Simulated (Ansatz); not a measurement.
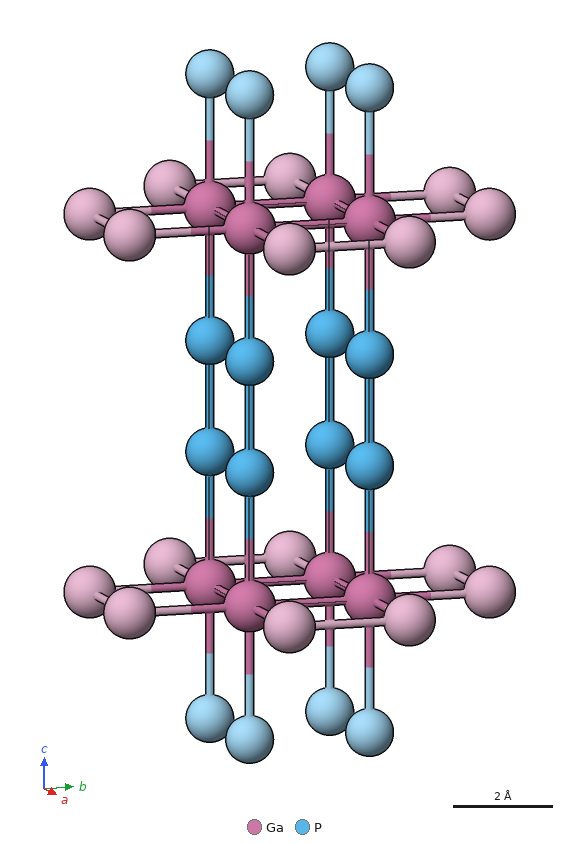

This ball-and-stick model is shown slightly off an axis. Atoms at the boundary of the conventional unit cell (the box) are drawn once for each face, edge or corner they touch. Periodic images bonded to atoms of the box are shown as well, in fainter colours. Cell: a = 2.56 Å, b = 2.56 Å, c = 7.76 Å, α = 90.00°, β = 90.00°, γ = 90.00°.

Provenance: a random cell made by a generator, so it need not be a real form of the compound. Earlier steps of the study, as a rule a relaxation of our own, may have changed the cell and positions, so they can lie some per cent off the listed ones. It was run through Ansatz as a DFT input.

Question: Characterise what is shown.

Answer: Chemical formula GaP$_{2}$. The lattice is primitive tetragonal and the space group P4/mmm (No. 123). With Z = 1, the cell contains 1 Ga, 2 P.

Setup: Ansatz, DFT PBE, scalar-relativistic, plane waves, PAW; 420 eV cutoff, an 18×18×6 mesh of k-points, Gaussian smearing of 0.1 eV, no spin polarisation.

Question: Does it come out as a metal, or with a gap?

Answer: A metal: bands cross the Fermi level.

Question: How are the electrons shared out in a Bader analysis?

Answer: Ga +0.17 e; P -0.09 e.

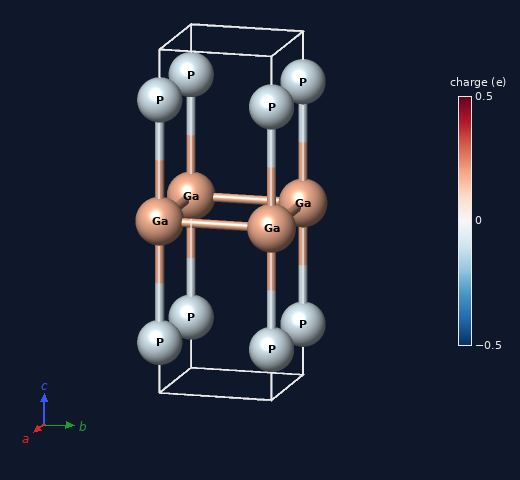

The atoms coloured by those charges. The run's cell of 3 atoms is drawn, so axes and origin can differ from the first picture.

Question: Do the forces and the stress vanish for this geometry?

Answer: Yes. All forces vanish to within 0.01 eV/Å. The pressure is 0.0 GPa, close to zero.
